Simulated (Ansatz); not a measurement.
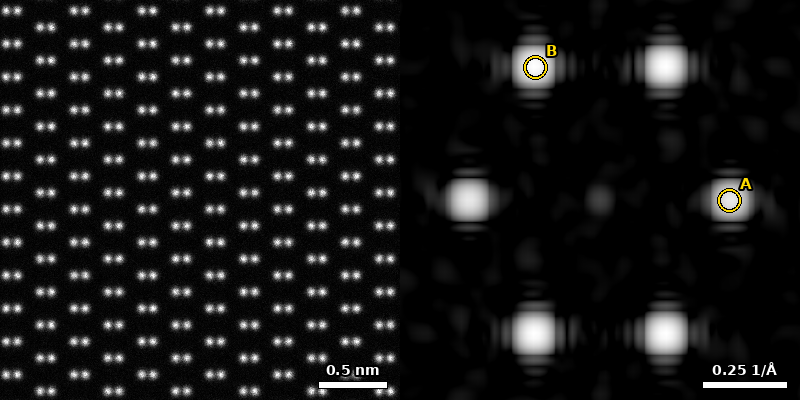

Z-contrast image of a crystal. The image is simulated as a sum over atoms of Z^1.6, blurred by a 0.50 Å probe (no channelling). The probe carries 15 % of its weight in a tail 2.5 times as wide. Shot noise was added.

The right panel is the modulus of the image's Fourier transform on a logarithmic scale.

Which lattice spacings do the marked spots stand for, and what angle do A and B enclose?

A: 2.5 Å, B: 2.2 Å; A and B enclose about 116°.

The crystal is Ti (P6_3/mmc, No. 194) along [101]; the spots are (0 -1 0) and (1 0 -1). Atomic positions: coordinates from a relaxation with DFT, r2SCAN, plane waves (500 eV) with PAW, scalar-relativistic (Ansatz); the starting structure was generated, so it need not be a known form of this composition.
